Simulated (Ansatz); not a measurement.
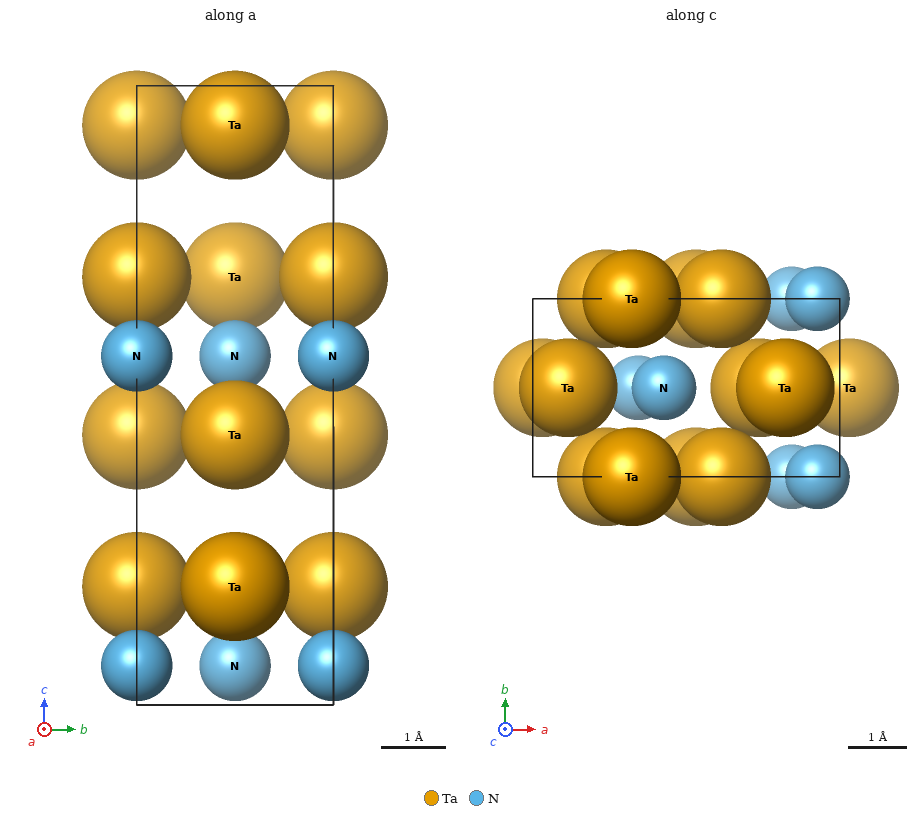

Drawn in the spheres-only manner and seen along the a axis and along the c axis. Lines trace the edges of the conventional unit cell.

Ta2N, space group Cm (No. 8), a = 5.37 Å, b = 3.10 Å, c = 9.80 Å, α = 90.00°, β = 95.24°, γ = 90.00°.

Level of theory and settings: DFT PBE, scalar-relativistic, plane waves, PAW in Ansatz 0.2.0, an energy cutoff of 420 eV, k-points about 0.14 Å⁻¹ apart, Gaussian smearing of 0.15 eV, no spin polarisation.

Question: Classify it as metallic or gapped, with the value.

Answer: A metal: bands cross the Fermi level.

Question: Under what pressure is the structure?

Answer: The computed pressure is 8.8 GPa (compressed: it would expand). The stress isn't hydrostatic: its largest component is 18.0 GPa.

Its origin is a structure listed in the Materials Project. The cell was then strained or its atoms displaced on purpose. Ansatz was used for an electronic-structure calculation on it.

At this level of theory the run's own cell isn't at rest (compressed, at 9 GPa and forces up to 4.4 eV/Å), so its distances can differ from those at equilibrium, the more so the softer the solid.
